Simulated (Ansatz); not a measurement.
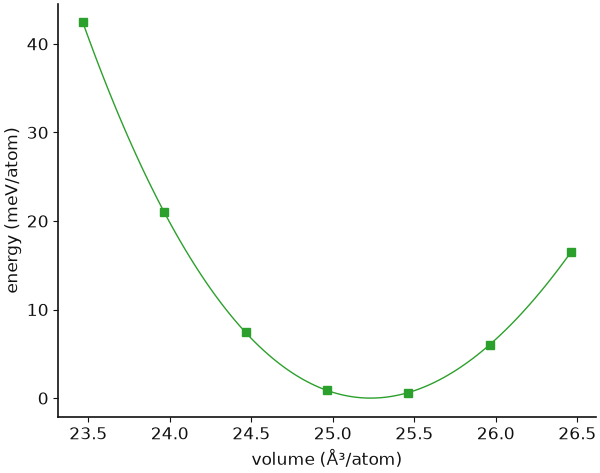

Plotted: energy against volume.

Computed with Ansatz 0.2.0: plane-wave DFT, no spin polarisation; energies at scaled volumes of the given cell, shape and fractions fixed, counted from the fit's minimum, third-order Birch-Murnaghan fit. Level: BLYP with D3(BJ).

> For which of these solids was it computed?
A. Te₂Mo, P6_3/mmc (No. 194)
B. ZnS, P6_3mc (No. 186)
C. ZnSe, F-43m (No. 216)

A, Te₂Mo: energy from 0.63 meV/atom to 42.43 meV/atom, V0 25.23 Å³/atom, B0 96.3 GPa. The others give: ZnS, energy from 0.07 meV/atom to 16.84 meV/atom, V0 19.53 Å³/atom, B0 75.5 GPa; ZnSe, energy from 0.15 meV/atom to 17.40 meV/atom, V0 22.62 Å³/atom, B0 63.3 GPa.

For Te₂Mo, limits of the calculation: the functional was run on potentials made for another functional; shape and atomic fractions are frozen while scaling, which makes layered, chain and framework solids too stiff.

For ZnS, limits of the calculation: the functional was run on potentials made for another functional; shape and atomic fractions are frozen while scaling, which makes layered, chain and framework solids too stiff.

For ZnSe, limits of the calculation: the functional was run on potentials made for another functional.
